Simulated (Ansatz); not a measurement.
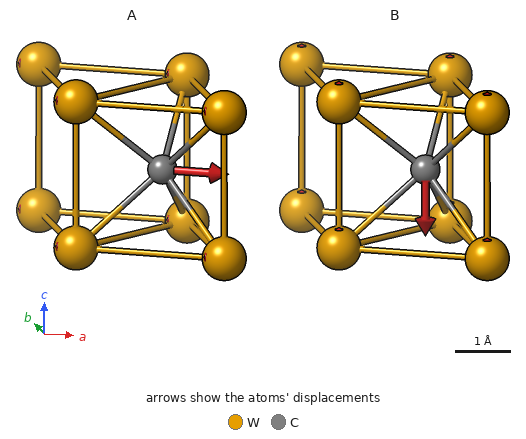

Modes of a crystal of WC relaxed at 18 GPa, space group P-6m2 (No. 187), at the zone centre (one member of each degenerate set). The red arrows give the relative displacements of the atoms. A ball-and-stick model of the cell of the calculation, seen slightly off an axis.

These are results of Ansatz, DFT LDA, scalar-relativistic, plane waves, PAW, not measurements.

The frequencies depend somewhat on the k-mesh and the smearing.

**Give the symmetry species and the selection rules of each.**

A is E′, infrared- and Raman-active by symmetry (671 cm⁻¹). B is A₂″, infrared-active by symmetry (653 cm⁻¹). In a metal the free carriers screen the infrared response.
